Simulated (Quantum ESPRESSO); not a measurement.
## Grüneisen parameters and expansion of KI (Fm-3m)

Wanted: mode Grüneisen parameters of KI and a free-energy fit over volumes.

What experiment has found for this phase:
- volume expansion coefficient 113.7 1e-6/K near room temperature (given in “Descriptors for thermal expansion in solids”, 2017, arXiv:1701.03966)

Main program and level: Quantum ESPRESSO 7.5; DFT LDA, scalar-relativistic, plane waves, GBRV ultrasoft pseudopotentials.

**1. Starting point**

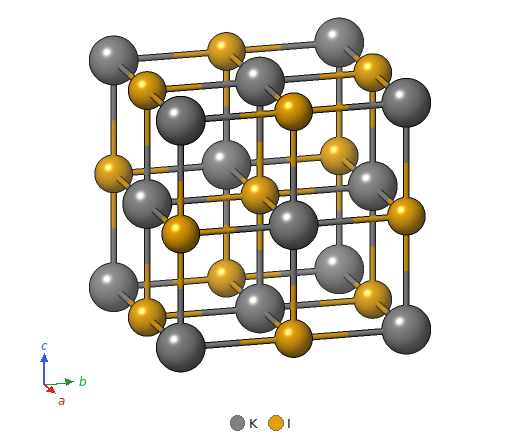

The starting structure, seen slightly off an axis (potassium grey, iodine orange). This picture shows the conventional cell, with its axes. Some periodic images of atoms are drawn too.

**2. Probe on a coarse mesh**

A cheap single point shows whether the cell is a metal or an insulator and how far it is from rest; that sets the k-mesh and the occupations of what follows.

Input file probe.in:

```
&control
   calculation = 'scf'
   prefix = 'x'
   outdir = './tmp'
   pseudo_dir = './pseudo'
   tprnfor = .true.
   tstress = .true.
   verbosity = 'high'
/
&system
   ibrav = 0
   nat = 2
   ntyp = 2
   ecutwfc = 40.0
   ecutrho = 240.0
   occupations = 'smearing'
   smearing = 'gaussian'
   degauss = 0.01
/
&electrons
   conv_thr = 1.0d-07
   mixing_beta = 0.7
   electron_maxstep = 100
/
ATOMIC_SPECIES
 K      39.0983  K.upf
 I     126.9045  I.upf
CELL_PARAMETERS angstrom
     0.000000000    3.532775000    3.532775000
     3.532775000    0.000000000    3.532775000
     3.532775000    3.532775000    0.000000000
ATOMIC_POSITIONS crystal
 K      0.000000000   0.000000000   0.000000000
 I      0.500000000   0.500000000   0.500000000
K_POINTS automatic
 4 4 4 0 0 0
```

Started as:

```sh
$ OMP_NUM_THREADS=1 mpirun -n 8 pw.x -nk 8 -in probe.in > probe.out
```

The log of the run:

```text
Program PWSCF v.7.5

     This program is part of the open-source Quantum ESPRESSO suite
     for quantum simulation of materials; please cite
         "P. Giannozzi et al., J. Phys.:Condens. Matter 21 395502 (2009);
         "P. Giannozzi et al., J. Phys.:Condens. Matter 29 465901 (2017);
         "P. Giannozzi et al., J. Chem. Phys. 152 154105 (2020);
     in publications or presentations arising from this work. More details at

     Message from routine setup:
     using ibrav=0 with symmetry is DISCOURAGED, use correct ibrav instead

     G-vector sticks info
     --------------------
     sticks:   dense  smooth     PW     G-vecs:    dense   smooth      PW
     Sum        1483     967    295                37461    20179    3215

     Using Slab Decomposition

     bravais-lattice index     =            0
     lattice parameter (alat)  =       9.4413  a.u.
     unit-cell volume          =     595.0789 (a.u.)^3
     number of atoms/cell      =            2
     number of atomic types    =            2
     number of electrons       =        16.00
     number of Kohn-Sham states=           12
     kinetic-energy cutoff     =      40.0000  Ry
     charge density cutoff     =     240.0000  Ry
     scf convergence threshold =      1.0E-07
     mixing beta               =       0.7000
     number of iterations used =            8  plain     mixing
     Exchange-correlation= SLA  PZ   NOGX NOGC
                           (   1   1   0   0   0   0   0)

     celldm(1)=   9.441258  celldm(2)=   0.000000  celldm(3)=   0.000000
     celldm(4)=   0.000000  celldm(5)=   0.000000  celldm(6)=   0.000000

     crystal axes: (cart. coord. in units of alat)
               a(1) = (   0.000000   0.707107   0.707107 )
               a(2) = (   0.707107   0.000000   0.707107 )
               a(3) = (   0.707107   0.707107   0.000000 )

     reciprocal axes: (cart. coord. in units 2 pi/alat)
               b(1) = ( -0.707107  0.707107  0.707107 )
               b(2) = (  0.707107 -0.707107  0.707107 )
               b(3) = (  0.707107  0.707107 -0.707107 )

     PseudoPot. # 1 for K  read from file:
     ./pseudo/K.upf
     Pseudo is Ultrasoft + core correction, Zval =  9.0
     Using radial grid of  841 points,  6 beta functions with:
                l(1) =   0
                l(2) =   0
                l(3) =   1
                l(4) =   1
                l(5) =   2
                l(6) =   2
     Q(r) pseudized with  6 coefficients,  rinner =    1.500   1.500   1.500
                                                       1.500   1.500

     PseudoPot. # 2 for I  read from file:
     ./pseudo/I.upf
     Pseudo is Ultrasoft + core correction, Zval =  7.0
     Using radial grid of  893 points,  6 beta functions with:
                l(1) =   0
                l(2) =   0
                l(3) =   1
                l(4) =   1
                l(5) =   2
                l(6) =   2
     Q(r) pseudized with  8 coefficients,  rinner =    1.500   1.500   1.500
                                                       1.500   1.500

     atomic species   valence    mass     pseudopotential
     K                 9.00    39.09830     K ( 1.00)
     I                 7.00   126.90450     I ( 1.00)

     48 Sym. Ops., with inversion, found

                                    s                        frac. trans.

      isym =  1     identity

 cryst.   s( 1) = (     1          0          0      )
                  (     0          1          0      )
                  (     0          0          1      )

 cart.    s( 1) = (  1.0000000 -0.0000000  0.0000000 )
                  ( -0.0000000  1.0000000  0.0000000 )
                  ( -0.0000000  0.0000000  1.0000000 )

      isym =  2     180 deg rotation - cart. axis [0,0,1]

 cryst.   s( 2) = (     0          1         -1      )
                  (     1          0         -1      )
                  (     0          0         -1      )

 cart.    s( 2) = ( -1.0000000  0.0000000  0.0000000 )
                  (  0.0000000 -1.0000000  0.0000000 )
                  (  0.0000000 -0.0000000  1.0000000 )

      isym =  3     180 deg rotation - cart. axis [0,1,0]

 cryst.   s( 3) = (     0         -1          1      )
                  (     0         -1          0      )
                  (     1         -1          0      )

 cart.    s( 3) = ( -1.0000000 -0.0000000 -0.0000000 )
                  (  0.0000000  1.0000000 -0.0000000 )
                  (  0.0000000  0.0000000 -1.0000000 )

      isym =  4     180 deg rotation - cart. axis [1,0,0]

 cryst.   s( 4) = (    -1          0          0      )
                  (    -1          0          1      )
                  (    -1          1          0      )

 cart.    s( 4) = (  1.0000000  0.0000000 -0.0000000 )
                  ( -0.0000000 -1.0000000 -0.0000000 )
                  ( -0.0000000 -0.0000000 -1.0000000 )

      isym =  5     180 deg rotation - cart. axis [1,1,0]

 cryst.   s( 5) = (    -1          0          1      )
[...]
cart.    s( 5) = ( -0.0000000  1.0000000 -0.0000000 )
[...]
isym =  6     180 deg rotation - cart. axis [1,-1,0]

 cryst.   s( 6) = (     0         -1          0      )
[...]
cart.    s( 6) = (  0.0000000 -1.0000000 -0.0000000 )
[...]
isym =  7      90 deg rotation - cart. axis [0,0,-1]

 cryst.   s( 7) = (     0          1          0      )
[...]
cart.    s( 7) = (  0.0000000  1.0000000  0.0000000 )
[...]
isym =  8      90 deg rotation - cart. axis [0,0,1]

 cryst.   s( 8) = (     1          0         -1      )
[...]
cart.    s( 8) = ( -0.0000000 -1.0000000  0.0000000 )
[...]
isym =  9     180 deg rotation - cart. axis [1,0,1]

 cryst.   s( 9) = (    -1          1          0      )
[...]
cart.    s( 9) = (  0.0000000  0.0000000  1.0000000 )
[...]
isym = 10     180 deg rotation - cart. axis [-1,0,1]

 cryst.   s(10) = (     0          0         -1      )
[...]
cart.    s(10) = ( -0.0000000  0.0000000 -1.0000000 )
[...]
isym = 11      90 deg rotation - cart. axis [0,1,0]

 cryst.   s(11) = (     0          0          1      )
[...]
cart.    s(11) = ( -0.0000000 -0.0000000  1.0000000 )
[...]
isym = 12      90 deg rotation - cart. axis [0,-1,0]

 cryst.   s(12) = (     1         -1          0      )
[...]
---- Real-time Memory Report at c_bands before calling an iterative solver
            78 MiB given to the printing process from OS
            48 MiB allocation reported by mallinfo(arena+hblkhd)
------------------
     ethr =  7.12E-08,  avg # of iterations =  4.9

     total energy              =    -121.87131799 Ry
     estimated scf accuracy    <       0.00000354 Ry

     iteration #  7     ecut=    40.00 Ry     beta= 0.70
     Davidson diagonalization with overlap

---- Real-time Memory Report at c_bands before calling an iterative solver
            78 MiB given to the printing process from OS
            48 MiB allocation reported by mallinfo(arena+hblkhd)
------------------
     ethr =  2.21E-08,  avg # of iterations =  2.5

     End of self-consistent calculation

          k = 0.0000 0.0000 0.0000 (  2637 PWs)   bands (ev):

   -27.1076 -10.7850 -10.7850 -10.7850  -9.5345   1.0823   1.0823   1.0823
     4.6833   7.3803   7.3803   8.1443

     occupation numbers
     1.0000   1.0000   1.0000   1.0000   1.0000   1.0000   1.0000   1.0000
     0.0000   0.0000   0.0000   0.0000

          k = 0.1768 0.1768-0.1768 (  2548 PWs)   bands (ev):

   -27.1065 -10.8779 -10.7851 -10.7851  -9.3763   0.2750   0.8973   0.8973
     5.8241   7.4232   7.9957   7.9958

     occupation numbers
     1.0000   1.0000   1.0000   1.0000   1.0000   1.0000   1.0000   1.0000
     0.0000   0.0000   0.0000   0.0000

          k =-0.3536-0.3536 0.3536 (  2512 PWs)   bands (ev):

   -27.1053 -10.9563 -10.7859 -10.7859  -9.2310  -0.3030   0.7303   0.7303
     6.3277   8.5291   9.0543   9.0543

     occupation numbers
     1.0000   1.0000   1.0000   1.0000   1.0000   1.0000   1.0000   1.0000
     0.0000   0.0000   0.0000   0.0000

          k = 0.3536 0.0000 0.0000 (  2557 PWs)   bands (ev):

   -27.1061 -10.8524 -10.7940 -10.7940  -9.3914   0.2545   0.8686   0.8686
     6.0579   6.3771   8.7743   8.7771

     occupation numbers
     1.0000   1.0000   1.0000   1.0000   1.0000   1.0000   1.0000   1.0000
     0.0000   0.0000   0.0000   0.0000

          k =-0.1768-0.5303 0.5303 (  2530 PWs)   bands (ev):

   -27.1050 -10.8889 -10.8043 -10.7949  -9.3078   0.0022   0.5153   0.7160
     6.5007   7.5221   8.1728   9.1869

     occupation numbers
     1.0000   1.0000   1.0000   1.0000   1.0000   1.0000   1.0000   1.0000
     0.0000   0.0000   0.0000   0.0000

          k = 0.0000-0.3536 0.3536 (  2548 PWs)   bands (ev):

   -27.1053 -10.9046 -10.8061 -10.7866  -9.2922   0.0022   0.5591   0.7410
     6.9540   7.3818   8.0744   8.6052

     occupation numbers
     1.0000   1.0000   1.0000   1.0000   1.0000   1.0000   1.0000   1.0000
     0.0000   0.0000   0.0000   0.0000

          k =-0.7071 0.0000 0.0000 (  2498 PWs)   bands (ev):

   -27.1046 -10.8327 -10.8029 -10.8029  -9.3913   0.0457   0.7030   0.7030
     5.7786   6.5590   9.0500   9.5757

     occupation numbers
     1.0000   1.0000   1.0000   1.0000   1.0000   1.0000   1.0000   1.0000
     0.0000   0.0000   0.0000   0.0000

          k =-0.7071 0.3536 0.0000 (  2520 PWs)   bands (ev):

   -27.1046 -10.8439 -10.8180 -10.8180  -9.3229   0.3241   0.3241   0.4526
     7.3210   7.3210   7.4707   8.9988

     occupation numbers
     1.0000   1.0000   1.0000   1.0000   1.0000   1.0000   1.0000   1.0000
     0.0000   0.0000   0.0000   0.0000

     the Fermi energy is     3.5480 ev

!    total energy              =    -121.87131884 Ry
     estimated scf accuracy    <       0.00000006 Ry
     smearing contrib. (-TS)   =      -0.00000000 Ry
     internal energy E=F+TS    =    -121.87131884 Ry

     The total energy is F=E-TS. E is the sum of the following terms:
     one-electron contribution =     -29.80354318 Ry
     hartree contribution      =      19.21259168 Ry
     xc contribution           =     -56.35669173 Ry
     ewald contribution        =     -54.92367561 Ry

     convergence has been achieved in   7 iterations

     Forces acting on atoms (cartesian axes, Ry/au):

     atom    1 type  1   force =     0.00000000    0.00000000    0.00000000
     atom    2 type  2   force =    -0.00000000    0.00000000   -0.00000000
     The non-local contrib.  to forces
     atom    1 type  1   force =     0.00000000    0.00000000   -0.00000000
     atom    2 type  2   force =     0.00000000    0.00000000   -0.00000000
     The ionic contribution  to forces
     atom    1 type  1   force =     0.00000000    0.00000000    0.00000000
     atom    2 type  2   force =     0.00000000   -0.00000000    0.00000000
     The local contribution  to forces
     atom    1 type  1   force =     0.00000000    0.00000000    0.00000000
     atom    2 type  2   force =    -0.00000000   -0.00000000   -0.00000000
     The core correction contribution to forces
     atom    1 type  1   force =     0.00000000    0.00000000   -0.00000000
     atom    2 type  2   force =    -0.00000000    0.00000000   -0.00000000
     The Hubbard contrib.    to forces
     atom    1 type  1   force =     0.00000000    0.00000000    0.00000000
     atom    2 type  2   force =     0.00000000    0.00000000    0.00000000
     The SCF correction term to forces
     atom    1 type  1   force =    -0.00000000    0.00000000    0.00000000
     atom    2 type  2   force =    -0.00000000    0.00000000    0.00000000

     Total force =     0.000000     Total SCF correction =     0.000000

     Computing stress (Cartesian axis) and pressure

          total   stress  (Ry/bohr**3)                   (kbar)     P=      -17.84
  -0.00012125   0.00000000   0.00000000          -17.84        0.00        0.00
   0.00000000  -0.00012125   0.00000000            0.00      -17.84        0.00
   0.00000000   0.00000000  -0.00012125            0.00        0.00      -17.84

     kinetic stress (kbar)   4072.45     -0.00      0.00
                               -0.00   4072.45      0.00
                                0.00      0.00   4072.45

     local   stress (kbar)  -3490.70     -0.00      0.00
                               -0.00  -3490.70     -0.00
                                0.00     -0.00  -3490.70

     nonloc. stress (kbar)   3691.26      0.00      0.00
                                0.00   3691.26      0.00
                               -0.00      0.00   3691.26

     hartree stress (kbar)   1583.13      0.00      0.00
                                0.00   1583.13      0.00
                                0.00      0.00   1583.13

     exc-cor stress (kbar)   9349.10      0.00      0.00
                                0.00   9349.10      0.00
                                0.00      0.00   9349.10

     corecor stress (kbar) -10697.32     -0.00      0.00
                               -0.00 -10697.32      0.00
                                0.00      0.00 -10697.32

     ewald   stress (kbar)  -4525.76      0.00     -0.00
                                0.00  -4525.76      0.00
                               -0.00      0.00  -4525.76

     hubbard stress (kbar)      0.00      0.00      0.00
                                0.00      0.00      0.00
                                0.00      0.00      0.00

     DFT-D   stress (kbar)      0.00      0.00      0.00
[...]
XDM     stress (kbar)      0.00      0.00      0.00
[...]
dft-nl  stress (kbar)      0.00      0.00      0.00
                                0.00      0.00      0.00
                                0.00      0.00      0.00

     TS-vdW  stress (kbar)      0.00      0.00      0.00
                                0.00      0.00      0.00
                                0.00      0.00      0.00

     MDB     stress (kbar)      0.00      0.00      0.00
                                0.00      0.00      0.00
                                0.00      0.00      0.00

     3D-RISM stress (kbar)      0.00      0.00      0.00
                                0.00      0.00      0.00
                                0.00      0.00      0.00

     Writing all to output data dir ./tmp/x.save/ :
     XML data file, charge density, pseudopotentials, collected wavefunctions

   JOB DONE.
```

It took 3.9 s on 8 MPI ranks of Arm Neoverse N1, shared host; 30 s of CPU time.

A gap read on the k-mesh alone can miss the band edges.

This step gave:

- volume per atom: 44.09 Å³
- pressure: -1.784 GPa
- gap on the k-mesh: 3.601 eV

The start is under -1.8 GPa at this level and looks like an insulator or semiconductor on this mesh.

(Continued in part 2 of 8.)

[Logs are printed without paths, hosts, clocks, repeated set-up lines and the standing remarks that a program may print on its own settings, such as how far it seeks lower states.]

[Hosts, paths, dates, database ids (printed as entryN), source tags and the programs' standing remarks are cut or masked in the printed files.]

[A step with changed settings may run another functional than the one named; its input shows which.]

[Of the runs on displaced cells, only some may be shown.]
